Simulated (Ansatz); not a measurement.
```
CELL_PARAMETERS angstrom
5.65319 1.88440 -4.77915
-1.88440 5.65319 4.77915
1.88440 -5.65319 4.77915
ATOMIC_POSITIONS crystal
Ti 0.42198 0.81368 0.61651
Ti 0.60031 0.19901 0.39911
Ti 0.00964 0.99894 0.00769
Ti 0.77888 0.59482 0.19217
Ti 0.19108 0.39837 0.78971
Ti 0.10033 0.43686 0.13690
Ti 0.30036 0.84900 0.94677
Ti 0.69733 0.65176 0.55309
Ti 0.50337 0.25610 0.75489
Ti 0.90033 0.04671 0.34907
O 0.30680 0.06431 0.15585
O 0.70339 0.85718 0.76647
O 0.49739 0.46346 0.95416
O 0.89388 0.24933 0.55793
O 0.99911 0.20302 0.20551
O 0.20152 0.60668 0.00434
O 0.60026 0.40822 0.60827
O 0.40634 0.01477 0.81281
O 0.79422 0.80669 0.40875
O 0.10045 0.23775 0.93783
O 0.27930 0.63731 0.72215
O 0.71564 0.44844 0.35213
O 0.48499 0.03675 0.53317
O 0.92140 0.84316 0.15841
O 0.38714 0.59570 0.39198
O 0.60032 0.99047 0.19052
O 0.00093 0.79179 0.79319
O 0.81343 0.40491 0.00878
O 0.19964 0.19248 0.59127
```

The program warned that a starting moment wasn't kept; spin-polarised.

All numbers below come from DFT PBEsol, scalar-relativistic, plane waves, PAW in Ansatz 0.2.0.

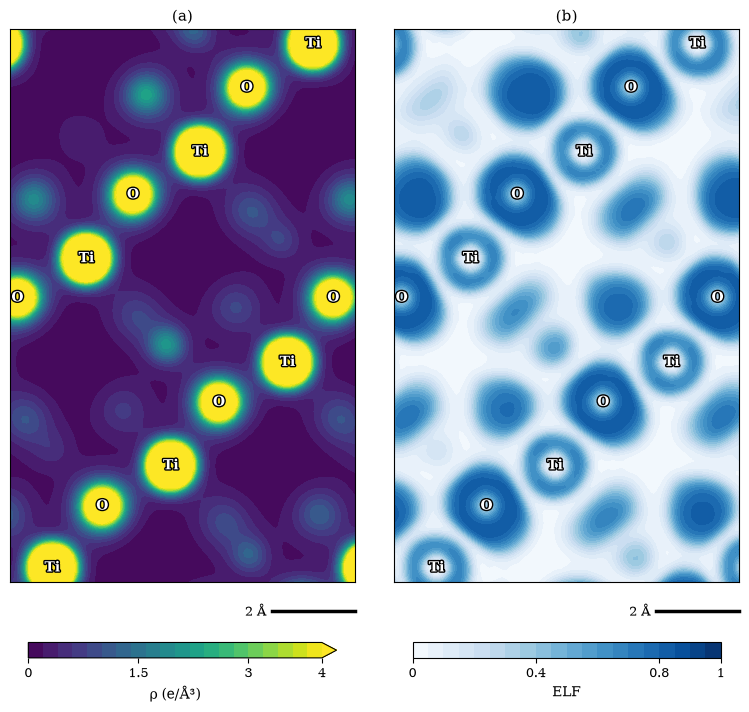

Ti10O19 (cell with a defect). (a) valence pseudo-density; (b) electron localisation function on the (101) plane of the calculation cell.

The density is the valence pseudo-density of a PAW calculation; it isn't the true density close to the nuclei.

What do the fields say about this system?

The plane passes through Ti and O nuclei. Atoms just off the plane (Ti, 0.7 Å away and O, 0.6 Å away) can leave unmarked features too. Ti–O (1.92 Å): the density is about 0.75 e/Å³ at the midpoint; the ELF peaks at about 0.85 in the valence shell of O, 0.6 Å from its nucleus, and is about 0.20 at the midpoint (no shared electron pair shows on this line). Ti–O (1.92 Å): ρ at the midpoint is about 0.75 e/Å³; the ELF peaks at about 0.85 in the valence shell of O, 0.6 Å from its nucleus, and is about 0.20 at the midpoint (no shared electron pair shows on this line). Between the atoms the lowest density in this plane is 0.02 e/Å³. The features right at Ti lie inside the PAW spheres, where the map follows smoothed inner orbitals and isn't to be read closely.
